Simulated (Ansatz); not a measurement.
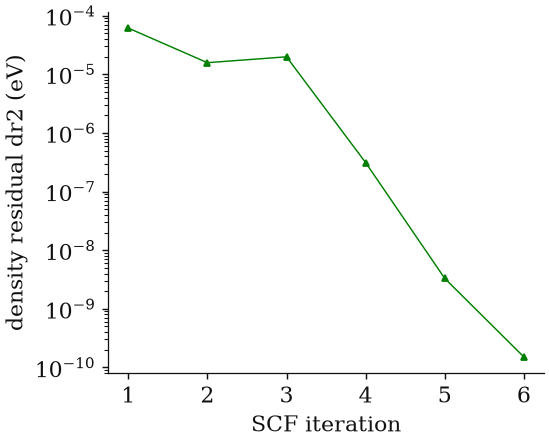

The plot shows the SCF iterations of a calculation: density residual dr2. The starting density is a sum of atomic densities corrected by a trained network, so the first residual is already small.

AlN (2 atoms in the cell), run with Ansatz.

```
crystal:
  lattice:
    - [0.0, 2.1150035321, 2.1150035321]
    - [2.1150035321, 0.0, 2.1150035321]
    - [2.1150035321, 2.1150035321, 0.0]
  atoms:
    - { symbol: Al, position: [0.5, 0.5, 0.5] }
    - { symbol: "N", position: [0.0, 0.0, 0.0] }
basis:
  ecutwfc: 420
kpoints:
  mp_grid: { grid: [10, 10, 10] }
hamiltonian:
  xc: pbe
scf:
  occupations: { method: fixed }
  max_iter: 80
output:
  forces: true
  eigenvalues: true
  stress: true
```

Run as:
```bash
ansatz run input.yaml --threads 1 --pin off --max-ram 1331MiB --backend cpu --events-out ev --progress --plain --runs-dir out
```

Did the calculation converge?

Answer. The run converged; it took 6 iterations. The residual falls almost steadily, with no more than small rises or pauses. The program put off closing at iteration 5, as it still lacked some of its checks.

Is anything amiss with this input?

Answer. The input holds an odd setting (fixed occupations whatever the gap), but it does no harm here: the energy lies within 1 meV per atom of a run with usual settings.
